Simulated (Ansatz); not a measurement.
```cif
data_structure
_symmetry_space_group_name_H-M 'P 1'
_symmetry_Int_Tables_number 1
_cell_length_a 3.0337
_cell_length_b 3.0337
_cell_length_c 7.1337
_cell_angle_alpha 90.000
_cell_angle_beta 90.000
_cell_angle_gamma 120.000
_cell_volume 56.86
loop_
_atom_site_label
_atom_site_type_symbol
_atom_site_fract_x
_atom_site_fract_y
_atom_site_fract_z
_atom_site_occupancy
Li1 Li 0.66667 0.33333 0.33080 1
Li2 Li 0.33333 0.66667 0.66413 1
Li3 Li 0.00000 0.00000 0.99747 1
H1 H 0.00000 0.00000 0.25253 1
H2 H 0.66667 0.33333 0.58587 1
H3 H 0.33333 0.66667 0.91920 1
```

Space group R3m; started from the zincblende prototype, which need not be the ambient phase; changed on purpose from its base cell (shear 111 strain -4.0%).

The calculation used DFT, HSE06, plane waves, PAW in Ansatz 0.2.0.

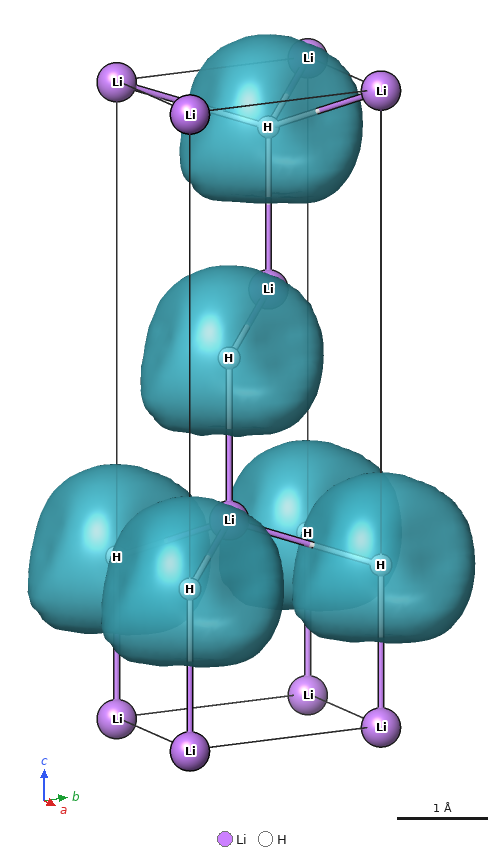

LiH. Isosurface of the electron localisation function at 0.75 (cyan), seen slightly off an axis. Only the valence region is drawn (cores and ρ < 0.01 e/Å³ removed). Sticks mark near contacts.

Question: Describe the localisation domains.

Answer: The ELF exceeds this value in three regions around hydrogen nuclei, counted in one cell of 6 atoms. Any copies at cell faces, edges or corners count once. Profiles from the grid: Li–H (1.82 Å): the ELF climbs to about 1 towards the hydrogen; an ionic contact to a hydride ion.
